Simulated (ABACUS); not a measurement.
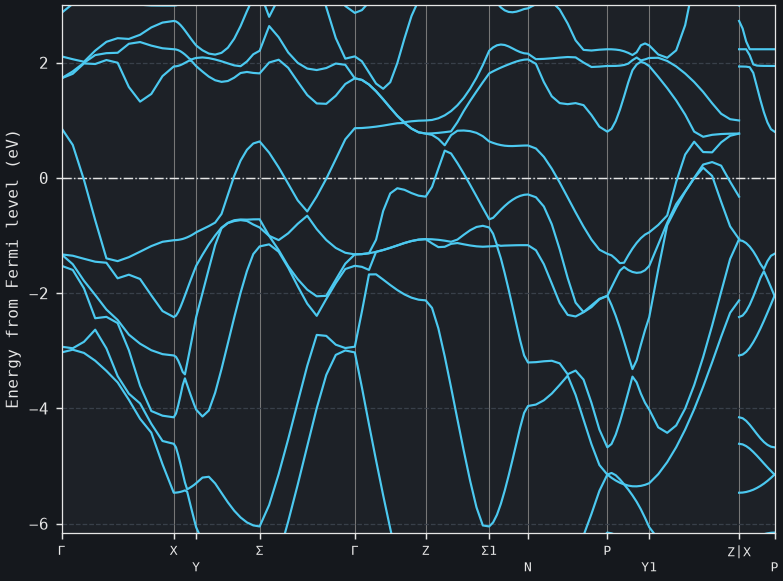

Describe the figure.

Band structure of TiAl₃, space group I4/mmm (No. 139), 4 atoms in the primitive cell (a = 3.822 Å, c = 8.561 Å (tetragonal axes)). Method: r2SCAN, SG15 ONCV 1.2 PBE, no spin polarisation, no spin-orbit coupling, 1320 eV cutoff, Fermi-Dirac smearing of 0.05 eV (ABACUS). Energies are counted from the Fermi level.

A metal: 3 bands cross the Fermi level along this path. Bands cross the Fermi level on Γ–X, Y–Σ, Σ–Γ, Z–Σ1, N–P and Y1–Z, and not on X–Y, Γ–Z, Σ1–N, P–Y1 and X–P. At Y1 the nearest levels lie 0.95 eV below and 1.94 eV above the Fermi level.

The density is read from an earlier self-consistent run, whose mesh may be coarse. The potentials were made for another functional. The cell comes from a database of computed structures, and whether it is the stable form of this composition wasn't checked. Bands are joined in order of energy, so crossings between the computed points show as kinks or gaps. In reduced coordinates of the cell that was run, X is (0, 0, 0.5), Y is (−0.1, 0.1, 0.5), Σ is (−0.3, 0.3, 0.3), Z is (0.5, 0.5, −0.5), Σ1 is (0.3, 0.7, −0.3), N is (0, 0.5, 0), P is (0.25, 0.25, 0.25) and Y1 is (0.5, 0.5, −0.1).
